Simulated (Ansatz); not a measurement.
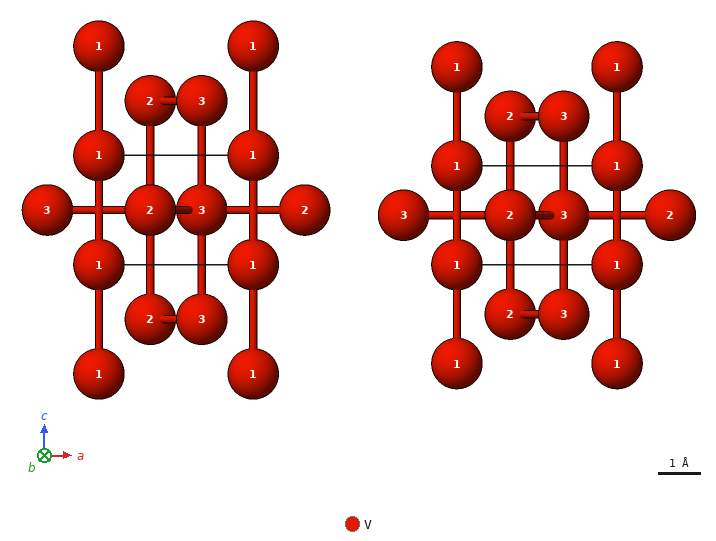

Two geometries of a crystal of V (a generated structure, set up in P6/mmm), drawn at one scale. One is the start of a relaxation, the other its converged end. The picture is a ball-and-stick view of the cell of the calculation, seen along the b axis.

All numbers below come from DFT, r2SCAN, plane waves (500 eV) with PAW, scalar-relativistic in Ansatz. Set-up: plane-wave cutoff 500 eV; k-point mesh 9 × 9 × 12; occupations fermi dirac; smearing width 0.1 eV; no spin polarisation; cell and atoms relaxed; force threshold 0.01 eV/Å; at most 60 steps.

Which of the two is the end point?

Answer. The right one is the relaxed one. Phase: omega (AlB2-type). Over 5 accepted moves (8 points after the start) the energy falls by 0.400 eV per cell of the calculation. All forces vanish by symmetry, so only the cell relaxes. The pressure goes from −3.37 to 0.00 GPa. The line search rejected the trial step at point 3 of the run. The SCF was repeated twice at an unchanged geometry on a basis and grid sized afresh for the cell, which shifted the energy by 0.2 meV per cell of the calculation at most. No atom moves by more than 0.005 Å relative to the cell. Cell: a = b 4.275 → 4.436 Å (+3.8 %), c 2.621 → 2.372 Å (−9.5 %). Volume −2.5 %. Near-neighbour distances that change, for instance: V1–V1 2.621 → 2.372 Å, V2–V3 2.468 → 2.561 Å, V1–V2 2.794 → 2.823 Å. The space group stays P6/mmm (No. 191). The run took 120 s on 1 thread of Intel(R) Xeon(R) Platinum 8259CL CPU @ 2.50GHz (Skylake/Cascade Lake), on a shared host, peak memory 0.68 GiB.
